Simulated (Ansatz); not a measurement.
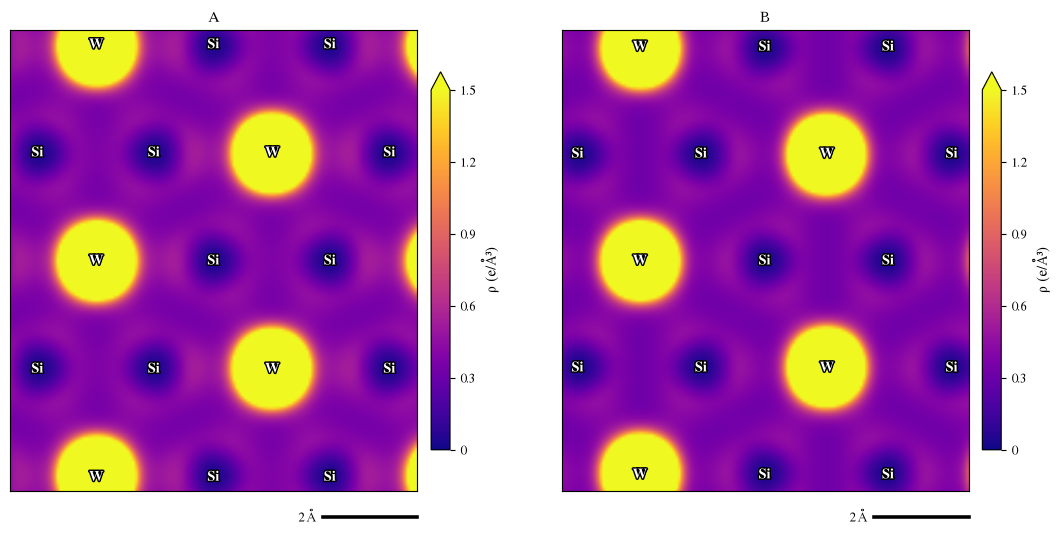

Si₂W. The valence electron density of two cells that differ in size and shape, on the (110) plane of each (indices in the axes of the calculation cell), at one length scale and on one colour scale; one has 13.0 and the other 13.5 Å³ an atom.

Space group I4/mmm.

The calculation used Ansatz 0.2.0, DFT r2SCAN, scalar-relativistic, plane waves, PAW.

The density is the valence pseudo-density of a PAW calculation; it isn't the true density close to the nuclei.

**Which panel shows the smaller cell, and what does the compression change?**

Panel A is the smaller cell, by 4 % in volume. From the larger cell to the smaller, Si–W goes from 2.61 to 2.49 Å, and the density at its midpoint from 0.43 to 0.5 e/Å³; the pressure goes from −2.6 to 10 GPa.
